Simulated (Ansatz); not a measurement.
## TlCl: single-point calculation

System: TlCl (2 atoms in the cell).
Method: DFT, LDA, paw_fr, spin-orbit coupling (Ansatz 0.2.0).

The structure derives from an entry of the Crystallography Open Database. Figures and captions count atoms from 1; the log counts them from 0 in places.

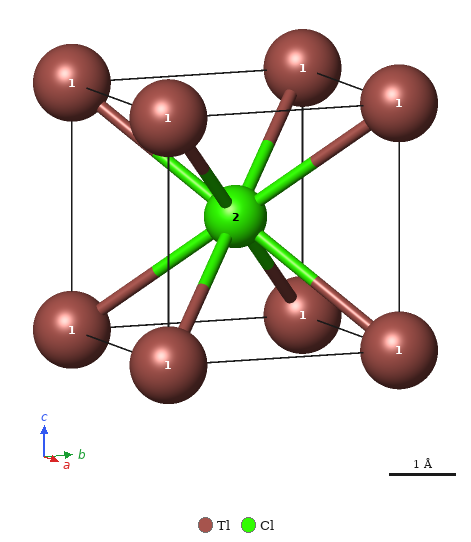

*The input geometry (ball-and-stick view of the cell of the calculation, seen slightly off an axis; atoms are numbered from 1 in the order of the input).*

Near neighbours in the crystal (not all of them lie inside the picture): Tl has 8 Cl at 3.32 Å; Cl has 8 Tl at 3.32 Å.

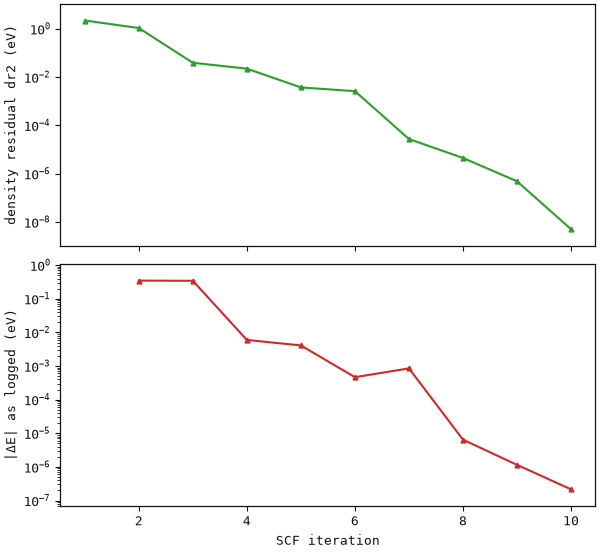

*Convergence of the self-consistent field: density residual dr2 and size of the energy change against the SCF iteration.*

The residual falls at every step.

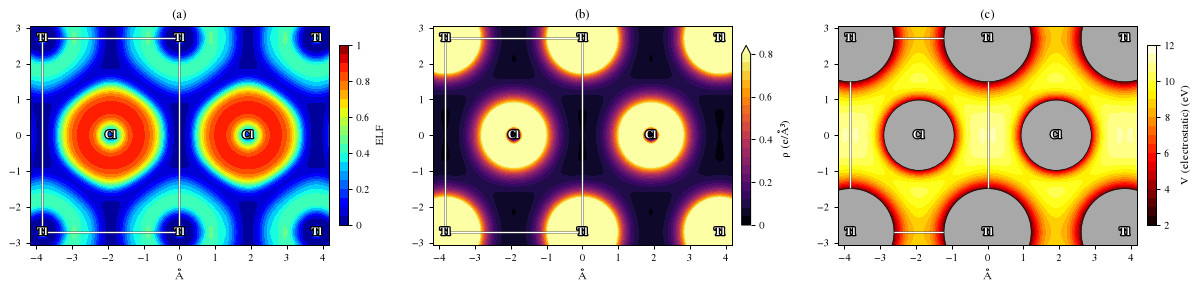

*(a) ELF; (b) valence electron density; (c) electrostatic potential energy of an electron on the (110) plane of the conventional cell. Grey discs, where drawn, cover atomic cores.*

Atoms in the plane: Tl and Cl. Away from the nuclei the density in this plane falls to 0.04 e/Å³ at its lowest. Outside the cores the potential energy rises away from the atoms and is highest about 1.8 Å from the nearest atoms; outside the discs it spans about 8 eV, and its zero is arbitrary. In a PAW calculation such maps are meaningful between the atoms, not at the nuclei.

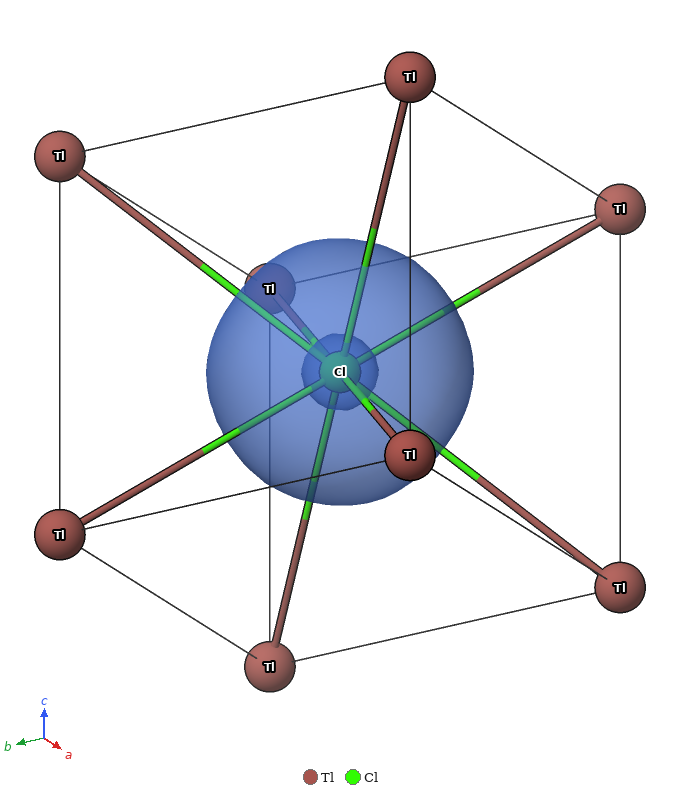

*Isosurface of the electron localisation function at 0.65 (blue), seen at an oblique angle. Core shells and regions of very low density are left out. Sticks mark near contacts. The outline is the cell set on symmetry axes.*

Along the contacts the grid gives the following.

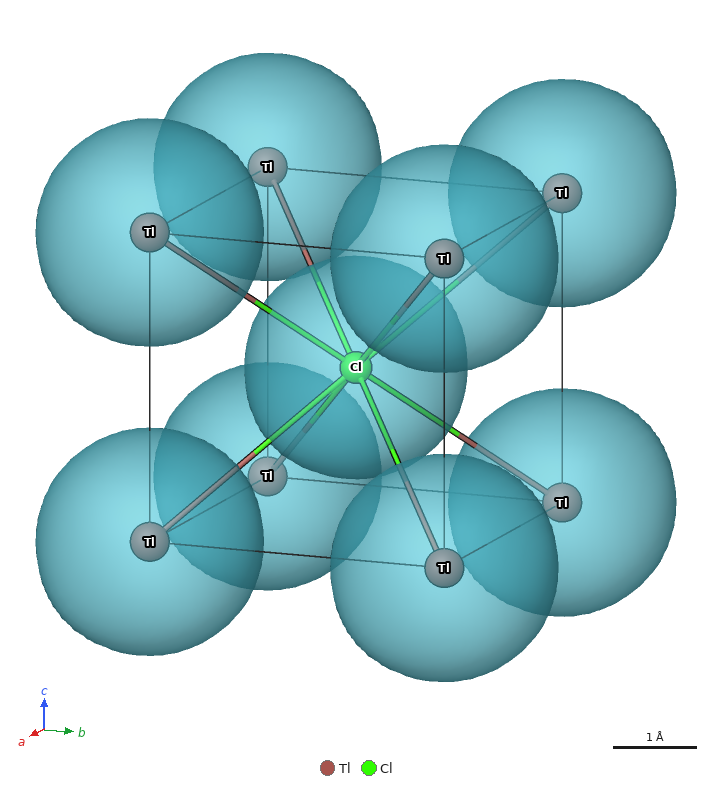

*Isosurface of the valence electron density at 0.15 e/Å³ (cyan), seen slightly off an axis. Sticks mark near contacts. The outline is the cell set on symmetry axes.*

At this value the density breaks into separate islands; it holds about 85 % of the electrons treated as valence (semicore included). It is pinched off along the Tl–Cl (3.32 Å) contacts. On the grid the lowest density along these lines, outside the cores, is 0.1 e/Å³ (Tl–Cl, 3.32 Å).

The input that produced these results follows, with the program's output.

The input:
```yaml
crystal:
  lattice:
    - [3.83445971, 0.0, 0.0]
    - [0.0, 3.83445971, 0.0]
    - [0.0, 0.0, 3.83445971]
  atoms:
    - { symbol: Tl, position: [0.0, 0.0, 0.0] }
    - { symbol: Cl, position: [0.5, 0.5, 0.5] }
  symmetry: { tolerance: 0.0003 }
kpoints:
  mp_grid: { grid: [5, 5, 5], shift: [0, 0, 0] }
magnetization:
  noncollinear: true
  spin_orbit: true
scf:
  occupations: { method: fermi_dirac }
  mixing: { algorithm: anderson, beta: 0.1, ndim: 16 }
hamiltonian:
  pseudopotentials: { kind: paw_fr }
  xc: lda
basis:
  ecutwfc: 420
output:
  forces: true
  stress: true
  eigenvalues: true
  write_density: true
  write_potential: true
  elf: true
  volumetric_format: npy
```

Run as:
```bash
ansatz run input.yaml --threads 1 --pin off --max-ram 2560MiB --backend cpu --events-out ev --progress --plain --runs-dir out
```

Output:
```
Engine: ansatz 0.2.0, x86_64-unknown-linux-gnu
Pseudopotentials: kind: paw_fr
Pseudopotential: Tl, paw_fr, valence charge 13, recommended cutoff 420 eV (normal), Tl.paw.azcp#standard-fr
Pseudopotential: Cl, paw_fr, valence charge 7, recommended cutoff 420 eV (normal), Cl.paw.azcp#standard-fr
Functional definition: SPW92
  exchange = slater_x
  correlation = pw_c
non-collinear run that drives no moment, with spin-orbit: no starting moment large enough to seed its density (crystal.atoms[].spin), no starting occupations that ask for one, no magnetisation constraint and no magnetic field, so the semilocal B_xc is pinned to zero
Crystal: 2 atoms, lattice volume = 56.378 Å³
Basis set: ecut = 420 eV, 1141 PW (Γ)
Bands: 28, of which v1, the nominal top of the filled ones, is band 20 counted from 1 (19 counted from 0)
Symmetry: 48 space group operations + 48 with time reversal
Magnetic group: BNS 221.93 (UNI 1595), of the structure as read, at distance tolerance 1.2e-3 Å
k-points: 10 of 125
Projection manifold: j_resolved (fully-relativistic pseudo-atomic orbitals)
Non-local potential: Tl, projectors of the file, l = 0: 2, l = 1: 4, l = 2: 4, l = 3: 2
Non-local potential: Cl, projectors of the file, l = 0: 2, l = 1: 4, l = 2: 4
PAW form: soft (Blöchl's): semilocal exchange-correlation on the pseudo side does not see the compensation charge
PAW frozen core: Tl, regenerated for the run's functional, and the local potential with it (the file was generated under x = pbe(κ = 0.804, μ = 0.2195149727645171), c = pbe(β = 0.06672455060314922))
PAW frozen core: Cl, regenerated for the run's functional, and the local potential with it (the file was generated under x = pbe(κ = 0.804, μ = 0.2195149727645171), c = pbe(β = 0.06672455060314922))
PAW one-centre angular grid: Tl, 590 points (default); XC on 64 Gauss nodes
PAW one-centre angular grid: Cl, 110 points (default); XC on 64 Gauss nodes
Initial density: superposition of atomic densities (chi_scale 0.1, normalization cell, long waves kept (reshape's long-wave potential 0.00 eV rms))
Initial wavefunctions: pseudopotential atomic-orbital guess
Functional: x = slater, c = lda
SCF iter   1: F=—  HF=-12227.071019 eV  |F-HF|=—  |Δ(HF+E_count)|=         —  Δρ=4.47e-2  dr2=2.19e0  dr2_m=0.00e0 (ungated)  ethr=3.10e-3  |M|=0.00e0 ∫|m|=0.00e0 μB  |m|>n=0.0e0 m-floor=0.0e0 τ_xc=0.0e0  β_m=0.10  ⟨swp⟩=9.2  Hψ=788  notcnv=0  defer=2
preconditioner: auto → none  [insulator: Δε(μ)=1.338 eV  Ē_g=13.655 eV  σ=0.100 eV  W_gap=1.00  n_scr=6 (ndim 16)  ℏωp=22.1 eV  f_vac=0.000  D(μ)=0.00/eV (n_scr^D=0)  ε∞_Penn≈3.6]
SCF iter   2: F=—  HF=-12226.725418 eV  |F-HF|=—  |Δ(HF+E_count)|=   3.46e-1  Δρ=3.16e-2  dr2=1.07e0  dr2_m=0.00e0 (ungated)  ethr=3.10e-3  |M|=0.00e0 ∫|m|=0.00e0 μB  |m|>n=0.0e0 m-floor=0.0e0 τ_xc=0.0e0  β_m=0.10  ⟨swp⟩=2.0  Hψ=205  notcnv=0  defer=18  κ⁻¹=1.0e0(r=1)
SCF iter   3: F=—  HF=-12226.383799 eV  |F-HF|=—  |Δ(HF+E_count)|=   3.42e-1  Δρ=7.82e-3  dr2=3.89e-2  dr2_m=0.00e0 (ungated)  ethr=3.10e-3  |M|=0.00e0 ∫|m|=0.00e0 μB  |m|>n=0.0e0 m-floor=0.0e0 τ_xc=0.0e0  β_m=0.10  ⟨swp⟩=3.0  Hψ=278  notcnv=0  defer=18  κ⁻¹=1.4e-4(r=2)
SCF iter   4: F=—  HF=-12226.377834 eV  |F-HF|=—  |Δ(HF+E_count)|=   5.97e-3  Δρ=5.95e-3  dr2=2.23e-2  dr2_m=0.00e0 (ungated)  ethr=1.94e-4  |M|=0.00e0 ∫|m|=0.00e0 μB  |m|>n=0.0e0 m-floor=0.0e0 τ_xc=0.0e0  β_m=0.10  ⟨swp⟩=2.0  Hψ=299  notcnv=0  defer=22  κ⁻¹=1.2e-5(r=3)
SCF iter   5: F=—  HF=-12226.373744 eV  |F-HF|=—  |Δ(HF+E_count)|=   4.09e-3  Δρ=3.01e-3  dr2=3.71e-3  dr2_m=0.00e0 (ungated)  ethr=1.11e-4  |M|=0.00e0 ∫|m|=0.00e0 μB  |m|>n=0.0e0 m-floor=0.0e0 τ_xc=0.0e0  β_m=0.10  ⟨swp⟩=2.0  Hψ=229  notcnv=0  defer=22  κ⁻¹=3.8e-7(r=4)
SCF iter   6: F=—  HF=-12226.374208 eV  |F-HF|=—  |Δ(HF+E_count)|=   4.65e-4  Δρ=1.69e-3  dr2=2.60e-3  dr2_m=0.00e0 (ungated)  ethr=1.85e-5  |M|=0.00e0 ∫|m|=0.00e0 μB  |m|>n=0.0e0 m-floor=0.0e0 τ_xc=0.0e0  β_m=0.10  ⟨swp⟩=2.0  Hψ=229  notcnv=0  defer=22  κ⁻¹=9.3e-8(r=5)
SCF iter   7: F=—  HF=-12226.373357 eV  |F-HF|=—  |Δ(HF+E_count)|=   8.51e-4  Δρ=1.58e-4  dr2=2.71e-5  dr2_m=0.00e0 (ungated)  ethr=1.30e-5  |M|=0.00e0 ∫|m|=0.00e0 μB  |m|>n=0.0e0 m-floor=0.0e0 τ_xc=0.0e0  β_m=0.10  ⟨swp⟩=2.1  Hψ=222  notcnv=0  defer=22  κ⁻¹=9.4e-9(r=6)
SCF iter   8: F=—  HF=-12226.373351 eV  |F-HF|=—  |Δ(HF+E_count)|=   6.46e-6  Δρ=6.91e-5  dr2=4.46e-6  dr2_m=0.00e0 (ungated)  ethr=1.35e-7  |M|=0.00e0 ∫|m|=0.00e0 μB  |m|>n=0.0e0 m-floor=0.0e0 τ_xc=0.0e0  β_m=0.10  ⟨swp⟩=2.0  Hψ=223  notcnv=0  defer=22  κ⁻¹=4.5e-10(r=7)
SCF iter   9: F=—  HF=-12226.373349 eV  |F-HF|=—  |Δ(HF+E_count)|=   1.15e-6  Δρ=1.94e-5  dr2=4.82e-7  dr2_m=0.00e0 (ungated)  ethr=2.23e-8  |M|=0.00e0 ∫|m|=0.00e0 μB  |m|>n=0.0e0 m-floor=0.0e0 τ_xc=0.0e0  β_m=0.10  ⟨swp⟩=2.0  Hψ=153  notcnv=0  defer=22  κ⁻¹=7.9e-12(r=8)
SCF iter  10: F=-12226.373349 eV  HF=-12226.373349 eV  |F-HF|=1.52e-9  |Δ(HF+E_count)|=   2.15e-7  Δρ=3.52e-6  dr2=4.99e-9  dr2_m=0.00e0 (ungated)  ethr=5.00e-10  |M|=0.00e0 ∫|m|=0.00e0 μB  |m|>n=0.0e0 m-floor=0.0e0 τ_xc=0.0e0  ⟨swp⟩=13.5  Hψ=900  notcnv=0
SCF 1 converged in 10 iterations: F = -12226.373349 eV  dr2 = 4.99e-9
  greatest PAW one-centre occupation: 0.965 electrons in one spin orbital (limit 2), on the Tl atom at site 0 (counted from 0), in its partial waves of l = 2
SCF converged after 10 iterations
Stability not checked: this state was not tested for a lower state beside it, because the mixer in use, unlike msr1, does not test its closes by its own steps (another_mixer; see scf.mixing.algorithm and scf.lower_state_search)
Magnetization: |M| = 0.0000 μB,  M = (+0.0000, +0.0000, +0.0000) μB
Absolute magnetization: 0.0000 μB (∫|m|)
  site 0: m = (+0.0000, +0.0000, +0.0000) μB, |m| = 0.0000 μB  (R = 1.37 Å)
  site 1: m = (+0.0000, +0.0000, +0.0000) μB, |m| = 0.0000 μB  (R = 1.37 Å)
Free energy (F): -12226.373349 eV
Harris-Foulkes:  -12226.373349 eV  (|F-HF|=1.52e-9)
Internal energy: -12226.373346 eV  (E = F + TS)
E sigma→0 (E₀):  -12226.373348 eV
Entropy (-TS):   -0.000003 eV (-0.001 meV/atom)
Fermi energy:    5.749847 eV
--- Per-component energies (eV) ---
  E_band       = -44.823683
  E_kinetic    = 491.178418
  E_local      = -1192.542626  (includes V_loc(G=0)·N_el)
  E_nonlocal   = 351.226821
  E_hartree    = 418.912902
  E_xc         = -334.150979
  E_vxc        = -263.636767  (∫ρ·V_xc dr)
  E_paw        = -10525.637144  (= ΣΔE_a)
  E_vpaw       = -268.877302  (= ΣTr[D̂ρ^β])
  E_aug_tail   = 0.000132  (compensation charges beyond the density's cutoff)
  E_ewald      = -1435.441737
  E_core_change = 0.080867  (= ΣΔE_core)
  E_smearing   = -0.000003  (= −TS)
  E_closure    = 0.000000  (closes the sum)
  Σ components = -12226.373349   (vs F -12226.373349, Δ=0.00e0)
--- Forces (eV/Å), atoms counted from 1 ---
  atom   1  Tl     0.00000000    -0.00000000    -0.00000000
  atom   2  Cl    -0.00000000    -0.00000000    -0.00000000
  max |Σ_I F_I| component: 1.68e-29 eV/Å
--- Stress (GPa, compression-positive) ---
       -3.375849       0.000000       0.000000
        0.000000      -3.375849      -0.000000
        0.000000       0.000000      -3.375849
  P = ⅓ Tr σ = -3.3758 GPa (-33.758 kbar)
--- Band table (eV; the first three rows and the last of 10) ---
  k-point 0: bands = ["-8.8519", "-8.8519", "-6.1572", "-6.1572", "-6.1572", "-6.1572", "-4.0031", "-4.0031", "-4.0031", "-4.0031", "-3.8380", "-3.8380", "0.1894", "0.1894", "3.1869", "3.1869", "3.3939", "3.3939", "3.3939", "3.3939", "10.9606", "10.9606", "12.4735", "12.4735", "12.4735", "12.4735", "13.1087", "13.1087"]
  k-point 1: bands = ["-8.7652", "-8.7652", "-6.1587", "-6.1587", "-6.1456", "-6.1456", "-4.0047", "-4.0047", "-3.9803", "-3.9803", "-3.8597", "-3.8597", "-0.1300", "-0.1300", "3.3812", "3.3812", "3.5395", "3.5395", "3.6611", "3.6611", "9.4726", "9.4726", "11.5270", "11.5270", "12.6129", "12.6129", "12.7075", "12.7075"]
  k-point 2: bands = ["-8.6158", "-8.6158", "-6.1613", "-6.1613", "-6.1315", "-6.1315", "-4.0128", "-4.0128", "-3.9475", "-3.9475", "-3.8882", "-3.8882", "-0.6009", "-0.6009", "3.6804", "3.6804", "3.7913", "3.7913", "4.5290", "4.5290", "7.1011", "7.1011", "10.7357", "10.7357", "11.8446", "11.8446", "13.2563", "13.2563"]
  k-point 9: bands = ["-8.3376", "-8.3376", "-6.1366", "-6.1366", "-6.1144", "-6.1144", "-4.0313", "-4.0313", "-3.8826", "-3.8826", "-3.8746", "-3.8746", "1.7529", "1.7529", "2.7735", "2.7735", "2.8256", "2.8256", "3.0392", "3.0392", "6.9332", "6.9332", "8.0260", "8.0260", "8.7264", "8.7264", "16.2724", "16.2724"]
```

File v_z.tsv:
```
# z_ang	v_es[eV]	v_tot[eV]	b_x[eV]	b_y[eV]	b_z[eV]
# format = ansatz-planar-average/11
# xc	lda
# density_cutoff_ev	1680
# datasets	Tl=:simpson_from_first_knot:soft:shift=-2164330	Cl=:simpson_from_first_knot:soft:shift=-1081316
# lattice	3.834459710	0.000000000	0.000000000
# lattice	0.000000000	3.834459710	0.000000000
# lattice	0.000000000	0.000000000	3.834459710
# sites	2
# site	81	0.000000000	0.000000000	0.000000000
# site	17	1.917229855	1.917229855	1.917229855
0.000000	-8.210385e-1	-1.159503e1	0.000000e0	0.000000e0	0.000000e0
0.142017	-6.210863e-1	-1.132595e1	0.000000e0	0.000000e0	0.000000e0
0.284034	-1.065541e-3	-1.049611e1	0.000000e0	0.000000e0	0.000000e0
0.426051	1.080981e0	-9.079114e0	0.000000e0	0.000000e0	0.000000e0
0.568068	2.610509e0	-7.149218e0	0.000000e0	0.000000e0	0.000000e0
0.710085	4.427418e0	-4.955511e0	0.000000e0	0.000000e0	0.000000e0
0.852102	6.107888e0	-2.998916e0	0.000000e0	0.000000e0	0.000000e0
0.994119	7.137534e0	-1.832398e0	0.000000e0	0.000000e0	0.000000e0
1.136136	7.239707e0	-1.736106e0	0.000000e0	0.000000e0	0.000000e0
1.278153	6.518475e0	-2.579325e0	0.000000e0	0.000000e0	0.000000e0
1.420170	5.383483e0	-3.905330e0	0.000000e0	0.000000e0	0.000000e0
1.562187	4.255532e0	-5.246466e0	0.000000e0	0.000000e0	0.000000e0
1.704204	3.396772e0	-6.293765e0	0.000000e0	0.000000e0	0.000000e0
1.846221	2.935125e0	-6.868076e0	0.000000e0	0.000000e0	0.000000e0
1.988238	2.935125e0	-6.868076e0	0.000000e0	0.000000e0	0.000000e0
2.130255	3.396772e0	-6.293765e0	0.000000e0	0.000000e0	0.000000e0
2.272272	4.255532e0	-5.246466e0	0.000000e0	0.000000e0	0.000000e0
2.414289	5.383483e0	-3.905330e0	0.000000e0	0.000000e0	0.000000e0
2.556306	6.518475e0	-2.579325e0	0.000000e0	0.000000e0	0.000000e0
2.698323	7.239707e0	-1.736106e0	0.000000e0	0.000000e0	0.000000e0
2.840341	7.137534e0	-1.832398e0	0.000000e0	0.000000e0	0.000000e0
2.982358	6.107888e0	-2.998916e0	0.000000e0	0.000000e0	0.000000e0
3.124375	4.427418e0	-4.955511e0	0.000000e0	0.000000e0	0.000000e0
3.266392	2.610509e0	-7.149218e0	0.000000e0	0.000000e0	0.000000e0
3.408409	1.080981e0	-9.079114e0	0.000000e0	0.000000e0	0.000000e0
3.550426	-1.065541e-3	-1.049611e1	0.000000e0	0.000000e0	0.000000e0
3.692443	-6.210863e-1	-1.132595e1	0.000000e0	0.000000e0	0.000000e0
```

Summary:

- outcome: converged
- space group (tolerance 0.01 Å): Pm-3m (221)
- electrons treated: 20
- free energy: −12226.3733 eV
- Fermi energy: 5.750 eV
- net moment of the cell: 0.00 μB
- integrated absolute moment: 0.00 μB
- pressure: −3.38 GPa
- largest force (length of the vector): under 0.001 eV/Å
- hardware: 1 thread of Intel Xeon (Sapphire Rapids), 64 GiB of memory available, shared host
- wall time: 5.3 s
- peak memory: 0.49 GiB
